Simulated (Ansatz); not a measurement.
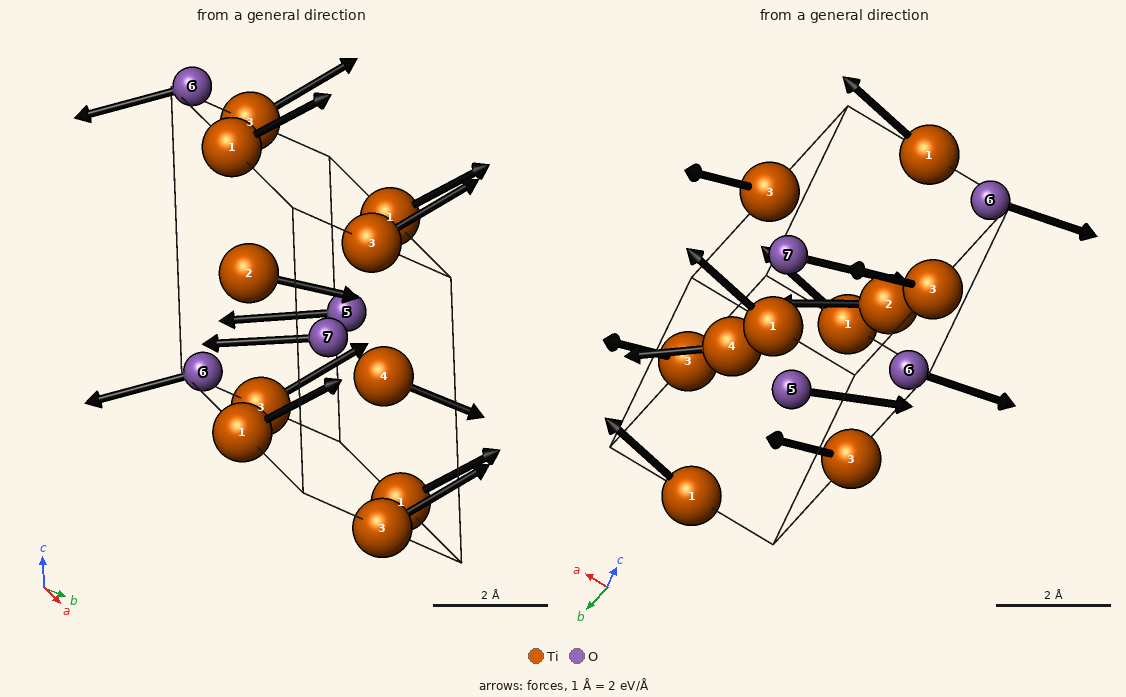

Spheres-only representation of a periodic structure, projected from two general directions. Atoms at the boundary of the cell (the run's own, in a reduced setting) (the box) are drawn once for each face, edge or corner they touch. The arrows are the computed forces on the atoms.

System: Ti4O3. The calculation used Ansatz, DFT PBEsol, scalar-relativistic, plane waves, PAW, with a plane-wave cutoff of 420 eV, k-points about 0.15 Å⁻¹ apart, Gaussian smearing of 0.15 eV, no spin polarisation.

Is the structure at rest?

No. The atoms still feel forces of up to about 3.9 eV/Å, far above a usual threshold of 0.01 to 0.03 eV/Å.

State the average force for each kind of atom.

Mean magnitudes: about Ti 3.2 eV/Å, O 3.8 eV/Å.

Provenance: a structure listed in the Materials Project. The cell was then strained or its atoms displaced on purpose. It was run through Ansatz as a DFT input.
